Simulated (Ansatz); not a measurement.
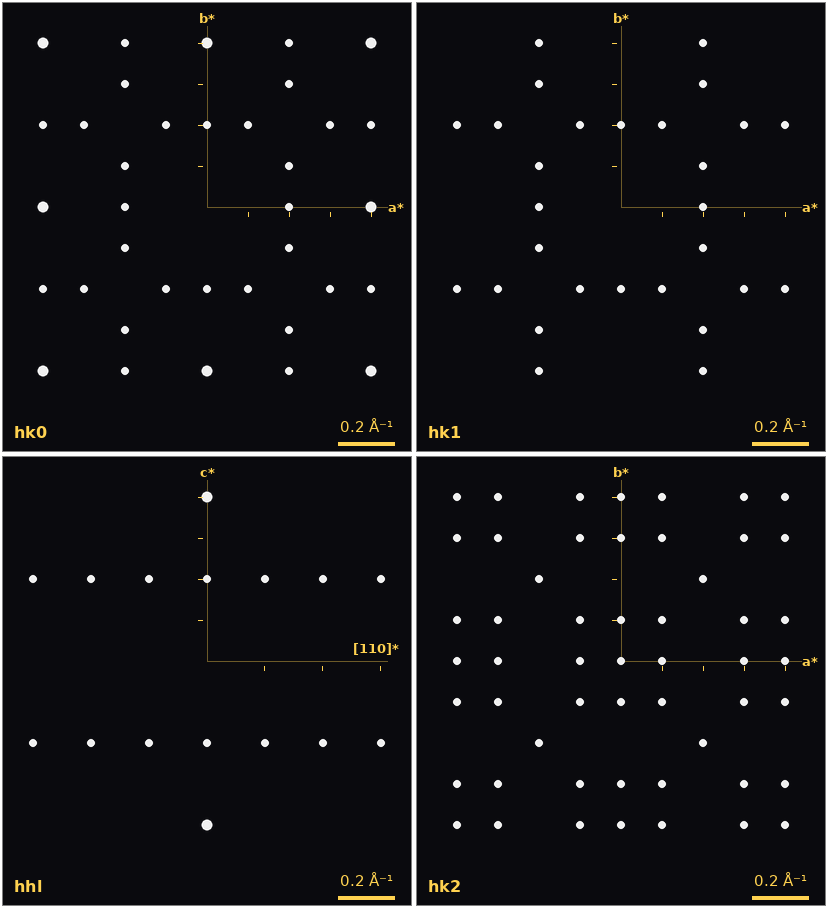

Simulated precession-type sections (neutrons; kinematic intensities, B = 0.5 Å²). The ticks mark integer indices of the conventional cell.

**What cell do the layers give?**

a* = 0.148, b* = 0.148, c* = 0.148 Å⁻¹; the cell is cubic with a = 6.76 Å.

**Which reflection conditions do the layers show?**

Reflections are present only under these conditions. hkl: no condition; hk0: no condition; hhl: l = 2n; h00: h = 2n. The lattice is primitive (P). Further gaps, such as 0 4 1, 4 0 1, 1 4 0, come from atoms on special positions, not from the group's general conditions. A few very weak reflections are below the display threshold.

**Which space groups fit?**

The intensities have Laue symmetry m-3m (the hk0 layer shows 4mm, hk1 shows 4mm). With these conditions the candidates are P-43n (No. 218), Pm-3n (No. 223). Diffraction geometry alone does not choose among them; the structure has Pm-3n. The compound is Yb. Structure: coordinates from a relaxation with DFT, revPBE, plane waves (420 eV) with PAW, scalar-relativistic in Ansatz; the starting structure was generated, so it need not be a known form of this composition.
